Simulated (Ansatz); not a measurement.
# Run report: Sn32HO31, single-point calculation (part 3 of 3)

Sn32HO31 (defect cell, 64 atoms in the cell); DFT PBE, scalar-relativistic, plane waves, PAW, spin-polarised (Ansatz 0.2.0); cutoff 420 eV, 1×1×1 k-mesh, Gaussian smearing of 0.05 eV, collinear spins. The structure derives from an entry of the Crystallography Open Database.

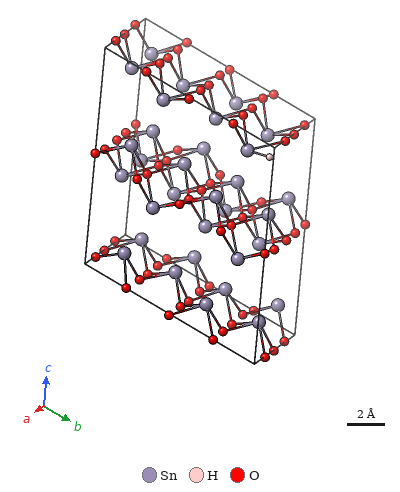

**Figure 1.** The structure as given in the input (ball-and-stick view of the cell of the calculation, seen slightly off an axis). An atom can appear more than once, as a periodic image.

## What the program printed, continued
```
  k-point 0 ↓: bands = ["-12.0677", "-12.0576", "-12.0280", "-12.0164", "-12.0156", "-11.9973", "-11.9889", "-11.9810", "-11.9784", "-11.9761", ... 172 levels left out ..., "-8.0863", "-8.0722", "-8.0634", "-8.0289", "-8.0162", "-8.0094", "-8.0086", "-7.6798", "-7.5627", "0.6592", "1.0680", "1.0701", "1.2093", "1.2328", "1.2904", "1.4480", "1.4579", "1.4686", "1.4910", "1.5118", "1.5762", "1.5951", "1.7089", "2.3206", "2.3270", "2.3696", "2.3873", "2.4101", "2.5284",
      "2.5746", "2.5801", "2.6471", "2.8238", "2.8465", "2.8469", "2.8529", "2.8960", "2.9695", "2.9991", "3.0024", "3.6135", "3.6714", "3.6947", "3.6956", "3.7028", "3.7485", "3.7685", "3.7922", "3.9145", "3.9303", "4.1780", "4.1887", "4.1903", "4.3996", "4.4066", "4.6565", "4.6593", "4.6666", "4.8664", "4.8779", "4.9020", "5.0085", "5.0497", "5.0700", "5.2028", "5.2144", "5.2342", "5.2618", "5.2860",
      "5.2917", "5.2968", "5.3197", "5.3289", "5.3361", "5.3537", "5.3554", "5.3785", "5.4257", "5.4353", "5.4948", "5.5801", "5.5866", "5.5922", "5.5973", "5.6520", "5.9035", "6.0671", "6.1326", "6.3110", "6.4833", "6.6052", "6.6073", "6.6499", "6.6649", "6.6741", "6.6807", "6.7059", "6.7215", "6.8804", "6.9010", "6.9644", "6.9971", "7.0250", "7.1053", "7.1410", "7.1437", "7.1960", "7.2168", "7.2233",
      "7.2627", "7.3087", "7.3154", "7.3155", "7.3304", "7.4464", "7.4680", "7.4822", "7.5904", "7.5926", "7.7133", "7.9452", "7.9554", "8.0585", "8.1010", "8.1177", "8.1182", "8.6017", "8.6367", "8.6457", "8.6516", "8.6677", "8.7198", "8.7230", "8.7346", "9.6592", "9.8717", "10.2408", "11.0801", "11.5527", "11.5880", "11.8725", "11.9159", "11.9449", "11.9469", "11.9723", "11.9846", "12.0551", "12.0822", "12.1163",
      "12.1932", "12.2173", "12.2858", "12.3363", "12.3498", "12.3657", "12.3670", "12.3860", "12.3988", "12.4028", "12.4684", "12.7102", "12.7658", "12.8377", "13.0181", "13.0854", "13.0957", "13.1824", "13.2491", "13.3024", "13.6007", "13.6367", "13.6538", "13.6608", "13.6680", "13.7288", "13.8464", "14.0387", "14.1424", "14.2123", "14.4143", "14.4365", "14.5610", "14.6634", "14.9426", "15.0871", "15.1700", "15.1749", "15.2194", "15.2395",
      "15.2660", "15.2960", "15.2984", "15.3125", "15.3774", "15.3981", "15.4463", "15.4708", "15.6139", "15.6877", "15.7286"]
--- Löwdin populations: 64 sites ---
  site symbol       q [e]    m [muB]
     0     Sn     13.1799     0.0249
     1     Sn     13.2654     0.0267
     2     Sn     13.1800     0.0248
     3     Sn     13.1995     0.0245
     4     Sn     13.1880     0.0217
     5     Sn     13.1813     0.0267
     6     Sn     13.1890     0.0260
     7     Sn     13.1988     0.0244
     8     Sn     13.1988     0.0245
     9     Sn     13.1880     0.0219
    10     Sn     13.1811     0.0268
    11     Sn     13.1889     0.0261
    12     Sn     13.1996     0.0248
    13     Sn     13.1791     0.0267
    14     Sn     13.2654     0.0267
    15     Sn     13.1790     0.0266
    16     Sn     13.1770     0.0245
    17     Sn     13.1764     0.0245
    18     Sn     13.1962     0.0247
    19     Sn     13.1960     0.0246
    20     Sn     13.2695     0.0249
    21     Sn     13.1910     0.0266
    22     Sn     13.1980     0.0287
    23     Sn     13.1930     0.0228
    24     Sn     13.1909     0.0267
    25     Sn     13.1982     0.0287
    26     Sn     13.1929     0.0226
    27     Sn     13.2694     0.0249
    28     Sn     13.1962     0.0246
    29     Sn     13.1962     0.0247
    30     Sn     13.1770     0.0250
    31     Sn     13.1770     0.0249
    32      H      1.1950    -0.0002
    33      O      6.7536    -0.0019
    34      O      6.7544    -0.0018
    35      O      6.7473    -0.0020
    36      O      6.7454    -0.0012
    37      O      6.7473    -0.0020
    38      O      6.7544    -0.0018
    39      O      6.7477    -0.0019
    40      O      6.7537    -0.0019
    41      O      6.7448    -0.0016
    42      O      6.7527    -0.0018
    43      O      6.7489    -0.0023
    44      O      6.7524    -0.0020
    45      O      6.7447    -0.0017
    46      O      6.7477    -0.0019
    47      O      6.7457    -0.0013
    48      O      6.7487     0.0053
    49      O      6.7516     0.0050
    50      O      6.7529     0.0056
    51      O      6.7488     0.0051
    52      O      6.7529     0.0056
    53      O      6.7487     0.0050
    54      O      6.7486     0.0053
    55      O      6.7516     0.0050
    56      O      6.7526     0.0053
    57      O      6.7529     0.0056
    58      O      6.7516     0.0052
    59      O      6.7526     0.0054
    60      O      6.7516     0.0052
    61      O      6.7526     0.0054
    62      O      6.7525     0.0053
    63      O      6.7528     0.0056
  spilling = 0.003441 (of n_electrons = 635.000000)
--- Bader charges: 64 sites ---
  site symbol  charge [e]  shift [e]    m [muB]
     0     Sn      1.2530     0.0025     0.0259
     1     Sn      1.1294     0.0027     0.0269
     2     Sn      1.2529     0.0025     0.0259
     3     Sn      1.2305     0.0018     0.0257
     4     Sn      1.2416     0.0022     0.0231
     5     Sn      1.2492     0.0026     0.0274
     6     Sn      1.2509     0.0023     0.0270
     7     Sn      1.2313     0.0018     0.0254
     8     Sn      1.2312     0.0018     0.0255
     9     Sn      1.2414     0.0022     0.0232
    10     Sn      1.2493     0.0026     0.0274
    11     Sn      1.2510     0.0023     0.0270
    12     Sn      1.2303     0.0018     0.0259
    13     Sn      1.2539     0.0026     0.0276
    14     Sn      1.1293     0.0028     0.0269
    15     Sn      1.2541     0.0026     0.0275
    16     Sn      1.2482     0.0027     0.0258
    17     Sn      1.2488     0.0027     0.0258
    18     Sn      1.2331     0.0018     0.0257
    19     Sn      1.2335     0.0018     0.0256
    20     Sn      1.1694     0.0017     0.0255
    21     Sn      1.2426     0.0022     0.0278
    22     Sn      1.2371     0.0022     0.0293
    23     Sn      1.2420     0.0023     0.0234
    24     Sn      1.2427     0.0022     0.0279
    25     Sn      1.2370     0.0022     0.0293
    26     Sn      1.2421     0.0023     0.0233
    27     Sn      1.1693     0.0017     0.0255
    28     Sn      1.2332     0.0018     0.0257
    29     Sn      1.2329     0.0018     0.0257
    30     Sn      1.2484     0.0026     0.0262
    31     Sn      1.2484     0.0026     0.0261
    32      H     -0.4529     0.0005    -0.0003
    33      O     -1.2592     0.0026    -0.0013
    34      O     -1.2610     0.0024    -0.0012
    35      O     -1.2525     0.0020    -0.0014
    36      O     -1.2479     0.0024    -0.0006
    37      O     -1.2525     0.0020    -0.0013
    38      O     -1.2611     0.0024    -0.0012
    39      O     -1.2568     0.0029    -0.0011
    40      O     -1.2591     0.0026    -0.0013
    41      O     -1.2512     0.0025    -0.0010
    42      O     -1.2578     0.0022    -0.0011
    43      O     -1.2579     0.0027    -0.0016
    44      O     -1.2575     0.0023    -0.0014
    45      O     -1.2511     0.0025    -0.0010
    46      O     -1.2568     0.0029    -0.0012
    47      O     -1.2483     0.0024    -0.0007
    48      O     -1.2525     0.0017     0.0071
    49      O     -1.2566     0.0024     0.0065
    50      O     -1.2588     0.0025     0.0071
    51      O     -1.2525     0.0017     0.0068
    52      O     -1.2587     0.0025     0.0071
    53      O     -1.2523     0.0017     0.0067
    54      O     -1.2523     0.0017     0.0071
    55      O     -1.2565     0.0024     0.0064
    56      O     -1.2583     0.0023     0.0067
    57      O     -1.2588     0.0025     0.0071
    58      O     -1.2566     0.0024     0.0067
    59      O     -1.2583     0.0023     0.0069
    60      O     -1.2567     0.0023     0.0067
    61      O     -1.2584     0.0023     0.0069
    62      O     -1.2583     0.0023     0.0067
    63      O     -1.2589     0.0025     0.0072
  estimated error of the sums over rays = 5.1e-4 e
```

## Summary

- outcome: converged
- electrons treated: 635
- free energy: −210381.0064 eV
- Fermi energy: 9.808 eV
- gap on the k-point mesh: 0.13 eV
- net moment of the cell: 0.93 μB
- integrated absolute moment: 1.09 μB
- largest force (length of the vector): 0.028 eV/Å
- hardware: 8 threads of Arm Neoverse N1, 98 GiB of memory available, shared host
- wall time: 2.6 min (CPU time 21 min)
- peak memory: 2.5 GiB

## Notes

Warnings of the run: the state was not tested for a lower one. So coarse a mesh can miss the band edges, so the true gap of this method can be much smaller, or zero. The k-point mesh is coarse for a cell of this size, so the results may not be converged.
